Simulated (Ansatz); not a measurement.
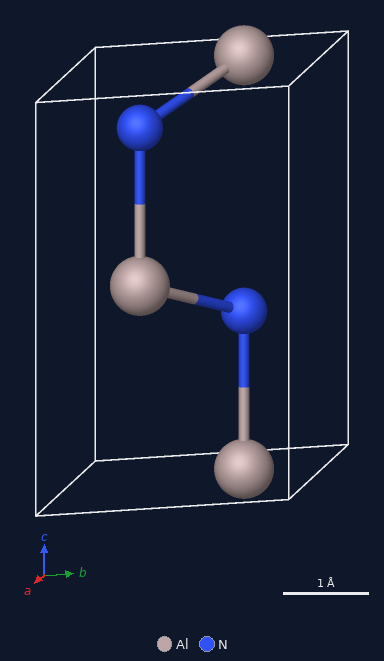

Phonons of crystalline AlN, at the zone centre. The picture is a ball-and-stick view of the cell of the calculation, seen slightly off an axis.

Method: Ansatz, DFT PBEsol, scalar-relativistic, plane waves, PAW.

Input
```yaml
crystal:
  lattice:
    - [3.1137914568, 0.0, 0.0]
    - [-1.5568957284, 2.6966225037, 0.0]
    - [0.0, 0.0, 4.9834931641]
  atoms:
    - { symbol: Al, position: [0.3333333333, 0.6666666667, -0.0009939505] }
    - { symbol: Al, position: [0.6666666667, 0.3333333333, 0.4990060495] }
    - { symbol: "N", position: [0.3333333333, 0.6666666667, 0.3809939505] }
    - { symbol: "N", position: [0.6666666667, 0.3333333333, 0.8809939505] }
basis:
  ecutwfc: 420
kpoints:
  mp_grid: { grid: [12, 12, 6] }
hamiltonian:
  xc: pbesol
scf:
  occupations: { method: fixed }
output:
  eigenvalues: true
phonons:
  method: dfpt
  dielectric: true
  rigid_motions: translations
  raman: true
  eigenvectors: true
```

Run as
```bash
ansatz run input.yaml --threads 1 --pin off --max-ram 4096MiB --backend cpu --events-out ev --progress --plain --runs-dir out
```

Frequencies are those without the non-analytic (LO–TO) term.

List the optical modes.

Answer. The calculation's cell holds 4 atoms, so there are 9 optical modes, in 6 levels. The optical modes span 2E₂ + 2B₁ + A₁ + E₁. No level is unstable.

| level | symmetry | frequency (cm⁻¹) | activity |
| --- | --- | --- | --- |
| 1 | E₂ | 235 | Raman-active |
| 2 | B₁ | 542 | silent |
| 3 | A₁ | 605 | infrared- and Raman-active |
| 4 | E₂ | 651 | Raman-active |
| 5 | E₁ | 662 | infrared- and Raman-active |
| 6 | B₁ | 712 | silent |

The modes drawn as arrows (one member of each degenerate set):

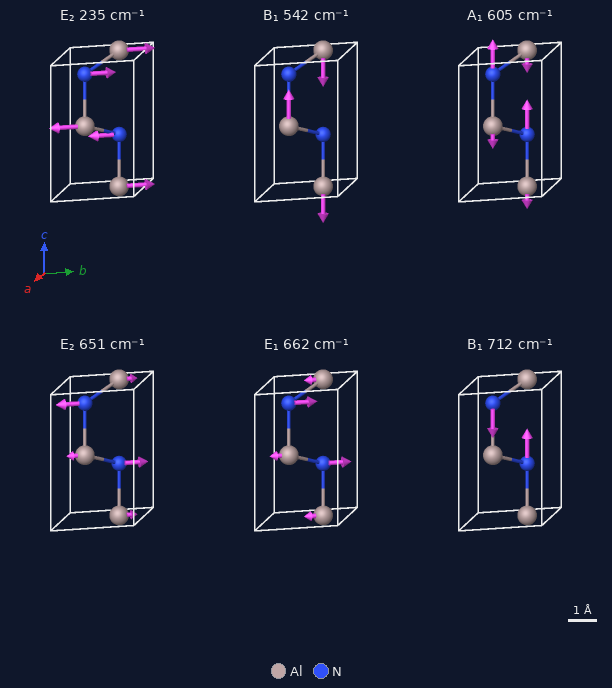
